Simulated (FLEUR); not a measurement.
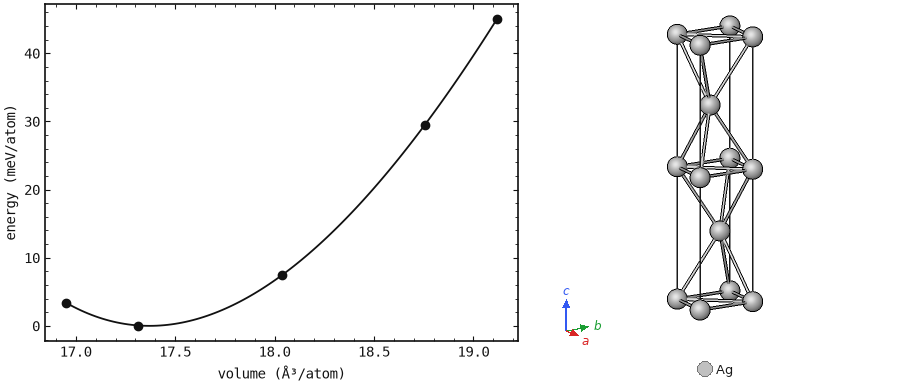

The plot gives the computed energy against volume for Ag, space group P6_3/mmc (No. 194). The conventional cell is drawn beside the plot.

Starting cell:
```
Ag
1.0
     2.88620    0.00000    0.00000
    -1.44310    2.49952    0.00000
     0.00000    0.00000   10.00000
Ag
4
Direct
  0.00000 0.00000 0.50000
  0.00000 0.00000 0.00000
  0.66667 0.33333 0.75000
  0.33333 0.66667 0.25000
```

Computed with FLEUR MaX-R8.1 (later development tree): all-electron LAPW DFT, no spin polarisation; energies at scaled volumes of the given cell, shape and fractions fixed, counted from the fit's minimum, third-order Birch-Murnaghan fit. Level: r2SCAN.

```
         setting                         value
          k mesh                       11×11×3
     occupations                   Fermi–Dirac
  smearing width                       0.05 eV
      potentials                  all electron
program settings  basis FLAPW, kmax 4.1 1/bohr
```

Question: What equilibrium volume and bulk modulus follow from the curve?

Answer: A third-order Birch–Murnaghan fit gives V0 = 17.37 Å³/atom, B0 = 102 GPa and B′ = 5.6.

Note: shape and atomic fractions are frozen while scaling, which makes layered, chain and framework solids too stiff.
